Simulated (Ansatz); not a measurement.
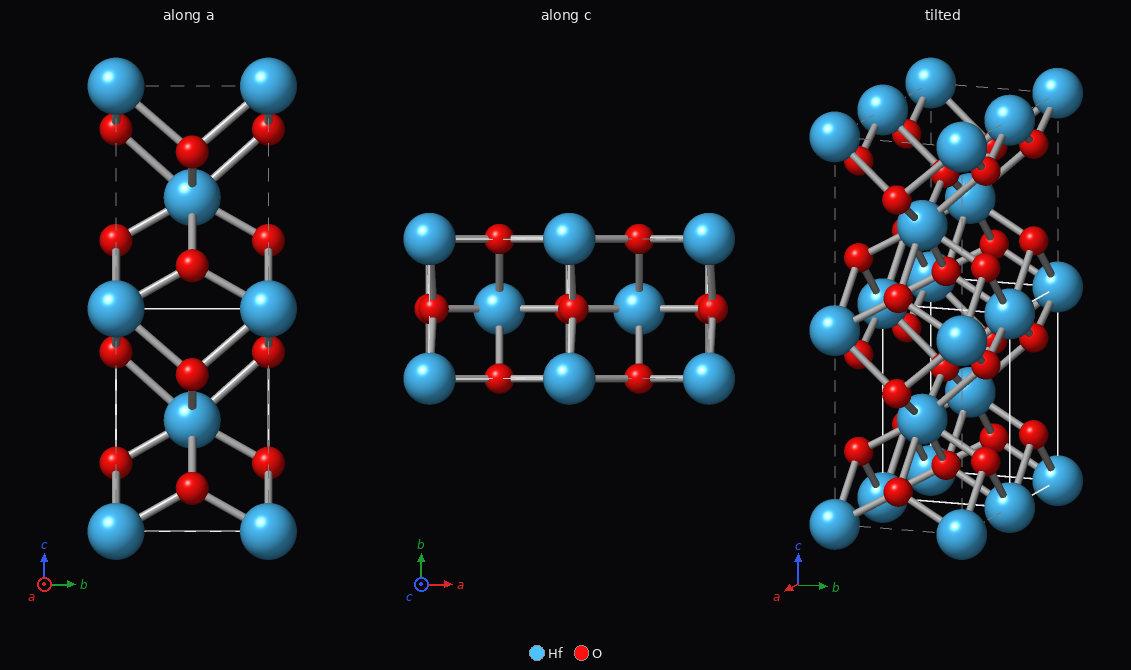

Ball-and-stick representation of a periodic structure, projected along the a axis, along the c axis and slightly off an axis. One conventional unit cell is drawn solid; the view covers 2×1×2 cells.

- Formula: HfO2.
- Space group: Pm (No. 6). Lattice: primitive monoclinic.
- Atoms per cell: 6 (2 Hf, 4 O).
- About every Hf there are eight O in a distorted cubic arrangement. The coordination shell of O holds four Hf in a distorted tetrahedral arrangement. Not all metal-metal contacts are counted.
- The bonds build a three-dimensional framework.

Source of the structure: a structure listed in the Materials Project. The cell was then strained or its atoms displaced on purpose. It was run through Ansatz as a DFT input.

At this level of theory the cell isn't at rest (forces up to 1.7 eV/Å), so its distances can differ from those at equilibrium, the more so the softer the solid.
